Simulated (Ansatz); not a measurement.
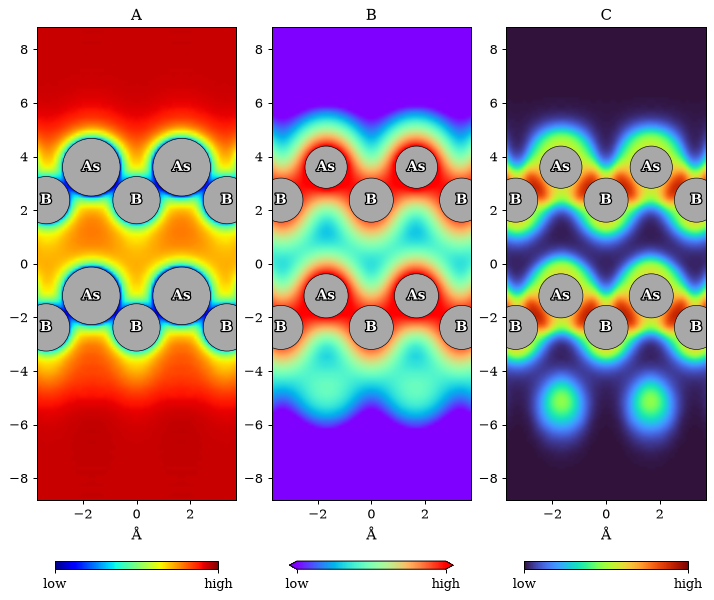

B$_{5}$As$_{4}$ (slab): 3 fields on the (100) plane of the calculation cell, a cut from vacuum to vacuum, with unlabelled colour scales. Grey discs cover the atomic cores.

Computed without spin polarisation.

Computed with Ansatz 0.2.0, DFT PBEsol, scalar-relativistic, plane waves, PAW.

Question: Which field does each panel show? The fields are: electron localisation function, electrostatic potential energy of an electron and valence pseudo-density.

Answer: Panel A: electrostatic potential energy of an electron (low next to the atoms, rising into the space between them). Panel B: valence pseudo-density. Panel C: electron localisation function.
